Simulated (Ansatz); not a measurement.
Ta (P6/mmm, No. 191): the geometry relaxed with DFT, PBEsol, plane waves (420 eV) with PAW, scalar-relativistic (Ansatz); the starting structure was generated, so it need not be a known form of this composition.

```yaml
crystal:
  lattice:
    - [4.80633, 0.00000, 0.00000]
    - [-2.40317, 4.16241, 0.00000]
    - [0.00000, 0.00000, 2.69889]
  atoms:
    - { symbol: Ta, position: [0.00000, 0.00000, 0.00000] }
    - { symbol: Ta, position: [0.33333, 0.66667, 0.50000] }
    - { symbol: Ta, position: [0.66667, 0.33333, 0.50000] }
```

Question: What will an integrated-DPC-like image along [100] show? Simulated as the projected potential of neutral atoms (B = 0.8 Å²) blurred by a 0.74 Å probe, the thin-sample limit of integrated differential phase contrast. Shot noise was added.

Answer: The columns repeat on a rectangular net of 2.70 × 4.16 Å (plane group p2mm). All columns are alike (Ta). The shortest distance between visible columns is 1.39 Å in projection. Along the beam the structure repeats every 4.81 Å.

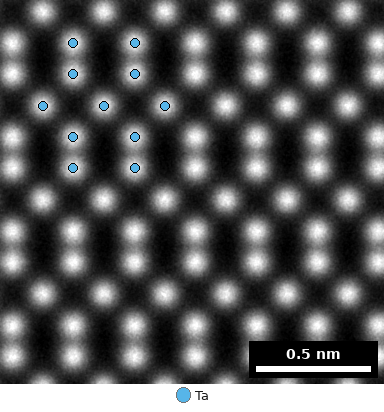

The simulated image, with the columns of the model marked in one corner.
